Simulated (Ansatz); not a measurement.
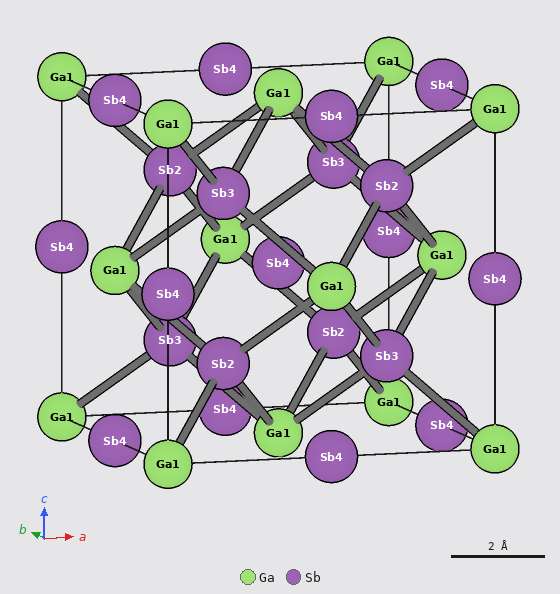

The starting point is a symmetric starting cell of GaSb3. A ball-and-stick model of the conventional cell (4 times the calculation's cell), seen slightly off an axis. Lengths and directions refer to the drawn axes.

Computed with Ansatz 0.2.0, DFT r2SCAN, scalar-relativistic, plane waves, PAW. Set-up: plane-wave cutoff 500 eV; k-point mesh 10 × 10 × 10; occupations gaussian; smearing width 0.1 eV; no spin polarisation.

Change: All lengths are scaled by +1.4 % (volume +4.3 %), the atoms keeping their fractional coordinates. No relaxation follows. The starting cell wasn't computed here and needn't be at equilibrium, so pressure and forces aren't due to the change alone.

**What is the effect?**

The pressure is −3.4 GPa (not all of it need come from the change, since the unchanged cell can be under pressure at this level too). All forces vanish by symmetry. Among the bonded contacts that change: Ga–Sb 3.231 → 3.276 Å. The space group stays Fm-3m (No. 225).

The changed structure in the same view:

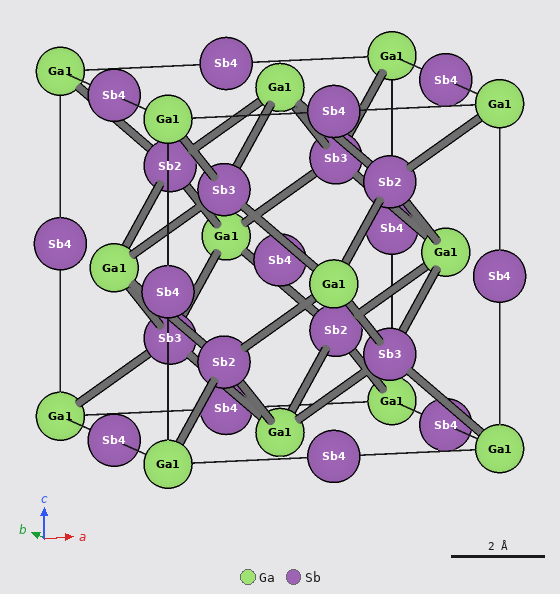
